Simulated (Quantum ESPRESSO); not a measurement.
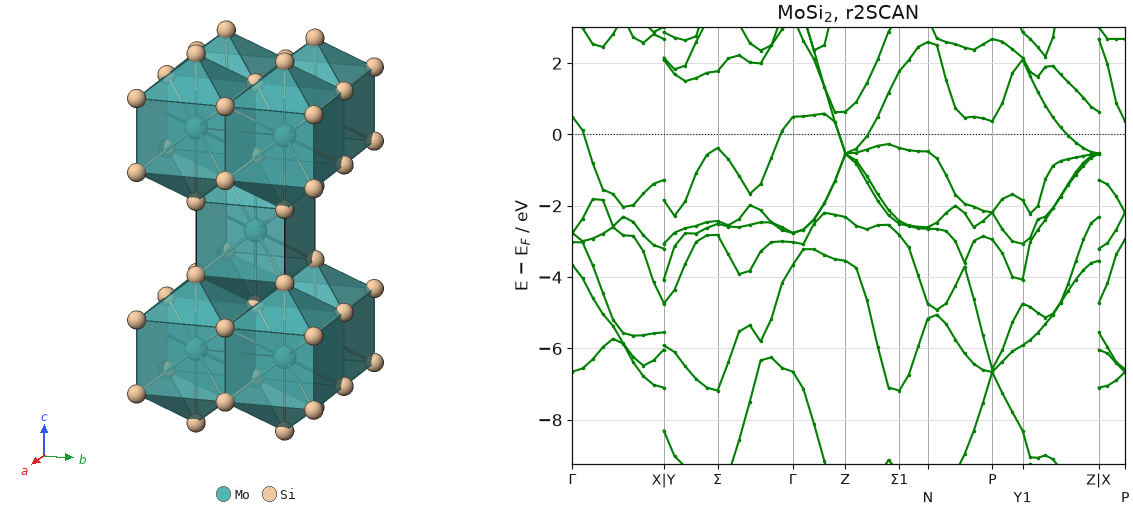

Band structure, beside the structure. Energies are counted from the Fermi level. The path has few k points, so lines between them are rough.

System: MoSi$_{2}$, space group I4/mmm (No. 139), 3 atoms in the primitive cell.

```xyz
3
Lattice="-1.6000 1.6000 3.9305 1.6000 -1.6000 3.9305 1.6000 1.6000 -3.9305" Properties=species:S:1:pos:R:3 pbc="T T T"
Mo    0.0000    0.0000    0.0000
Si    0.0000    0.0000    5.2433
Si    0.0000    0.0000    2.6177
```

Method: r2SCAN, SG15 PBE 1.2, no spin polarisation, no spin-orbit coupling, 9×9×9 k mesh, 952 eV cutoff, Fermi-Dirac smearing of 0.05 eV (Quantum ESPRESSO 7.5).

Metal, semiconductor or insulator?

A metal: bands cross the Fermi level along this path.

Which levels at Σ1 lie nearest to the Fermi level?

At Σ1 the nearest levels lie 0.38 eV below and 1.77 eV above the Fermi level.

The k mesh is coarse. The potentials were made for another functional. Bands are joined in order of energy, so crossings between the computed points show as kinks or gaps. In reduced coordinates of the cell that was run, X is (0, 0, 0.5), Y is (−0.083, 0.083, 0.5), Σ is (−0.291, 0.291, 0.291), Z is (0.5, 0.5, −0.5), Σ1 is (0.291, 0.709, −0.291), N is (0, 0.5, 0), P is (0.25, 0.25, 0.25) and Y1 is (0.5, 0.5, −0.083).
